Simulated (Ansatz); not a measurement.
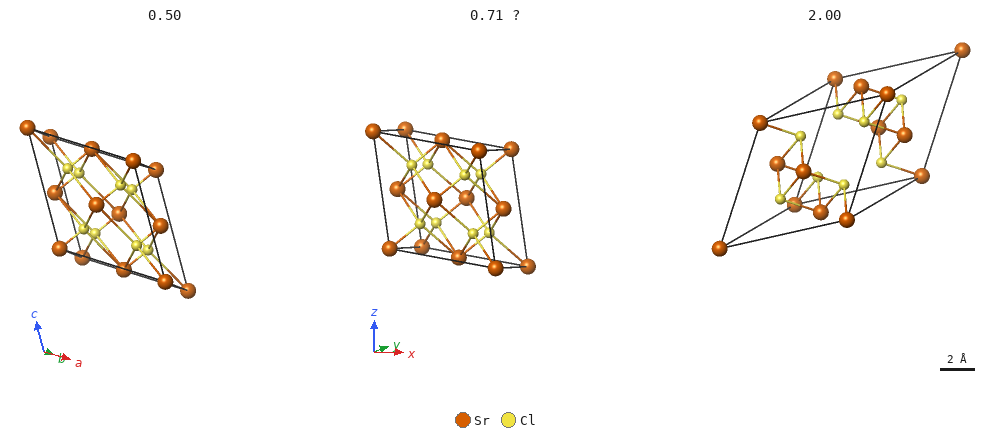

Energy scan for a crystal of SrCl$_{2}$ (Fm-3m), in which the ratio of the cell's length along [111] to its lengths across, counted as 1 for the reference, is changed at fixed volume (a trigonal path), with the atoms kept at their fractional coordinates. x, y and z are the Cartesian axes of the input. The picture is a ball-and-stick view of the conventional cell (4 times the calculation's cell), seen slightly off an axis. Lengths and directions refer to the drawn axes.

All numbers below come from DFT r2SCAN, scalar-relativistic, plane waves, PAW (Ansatz 0.2.0). (plane-wave cutoff 500 eV; k-point mesh 6 × 6 × 6; occupations gaussian; smearing width 0.05 eV; no spin polarisation). Energies (free energies at the smearing named) are counted from the cell as listed in its source, which wasn't relaxed.

| axial ratio over its reference value | ΔE (meV/atom) |
| --- | --- |
| 0.50 | 4738 |
| 0.60 | 1813 |
| 0.71 | ? |
| 0.85 | 79 |
| 0.93 | 12 |
| 1.00 | 0 |
| 1.08 | 9 |
| 1.20 | 37 |
| 1.41 | 87 |
| 1.70 | 154 |
| 2.00 | 248 |

Q: One row is withheld. What is its energy?

A: A straight line between the two neighbours gives 1050 meV/atom. A cubic through the four nearest rows (0.50, 0.60, 0.85, 0.93) gives, with Lagrange weights, (−0.2251)(4738) + (0.7840)(1813) + (0.7260)(79) + (−0.2849)(12) = 409 meV/atom. The calculation gives 556 meV/atom, so the cubic is 147 meV/atom too low and the straight line 494 meV/atom too high, as the curve bends upwards here.

The whole profile:

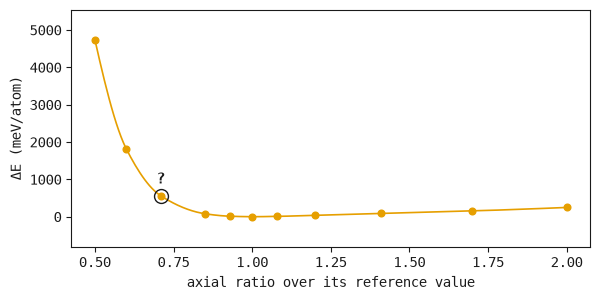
